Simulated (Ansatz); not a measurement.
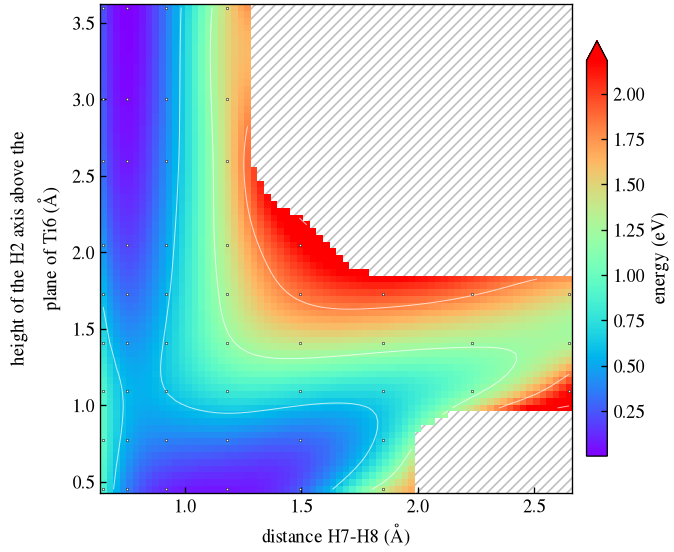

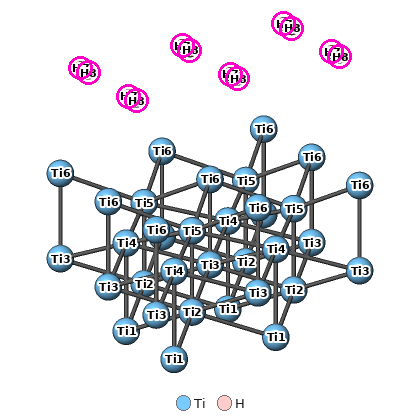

Energy landscape of H₂ on a Ti(111) slab cut from the Im-3m phase, its upper half relaxed before the scan (6 atoms of substrate and one adsorbate in a 1 × 1 cell). H2 lies flat over one site of a rigid substrate while its bond length and height are varied; it sits over a bridge site, heights counted from the top plane, its axis along the first surface vector. The first coordinate is: distance H7-H8; the second: height of the H2 axis above the plane of Ti6. Grid: 8 × 9 points. At 19 points there is no value (left out: too close to the surface, or the stretched molecule far from it). Points are written as (first, second). Energies are in eV, from the lowest grid point. Theory: Ansatz 0.2.0, DFT PBE, scalar-relativistic, plane waves, PAW. Settings: cutoff 420 eV, k-mesh 6×6×1, gaussian smearing 0.1 eV, no spin polarisation.

Drawn: a smooth colour map with a few white contour lines, dots at the grid points, one colour for all values above the top of the scale, hatched blanks where no value was computed. Between grid points the surface is interpolated. The second picture is the structure at the lowest point; rings mark the moved atoms.

**Where are the wells?**

The lowest grid point is at (0.750 Å, 3.60 Å). It lies at the edge of the scanned range, so the true minimum may lie outside. The energy also falls towards the edge at (1.181 Å, 0.45 Å) (0.07 eV above the lowest), where a further well may lie outside the range. The highest grid point, (1.495 Å, 2.05 Å), lies 2.18 eV above the lowest.

The input of one point:

```yaml
crystal:
  lattice:
    - [4.6037402164, 0.0, 0.0]
    - [-2.3018701082, 3.9869559799, 0.0]
    - [0.0, 0.0, 22.4968206792]
  atoms:
    - { symbol: Ti, position: [0.6666666667, 0.3333333333, 0.1778029019] }
    - { symbol: Ti, position: [0.3333333333, 0.6666666667, 0.2195747837] }
    - { symbol: Ti, position: [0.0, 0.0, 0.2613466656] }
    - { symbol: Ti, position: [0.6666666667, 0.3333333333, 0.2980472718] }
    - { symbol: Ti, position: [0.3333333333, 0.6666666667, 0.3304570052] }
    - { symbol: Ti, position: [0.0, 0.0, 0.3776898434] }
    - { symbol: H, position: [0.4185444916, 1.0, 0.5377124551] }
    - { symbol: H, position: [0.5814555084, 1.0, 0.5377124551] }
basis:
  ecutwfc: 420
kpoints:
  mp_grid: { grid: [6, 6, 1] }
hamiltonian:
  xc: pbe
  pseudopotentials: { kind: paw, azcp: { folder: soft_1 } }
scf:
  occupations: { method: gaussian, width: 0.1 }
output:
  forces: true
  eigenvalues: true
efield:
  axis: 3
  dipole_correction: true
  ramp_width: 0.04
```

Each point was launched as `ansatz run input.yaml --threads 1 --pin off --max-ram 3072MiB --backend cpu --events-out ev --progress --plain --runs-dir out`. Time for the 53 points that were run: 38 min on 1 thread of Arm Neoverse V1, with other jobs on the host.
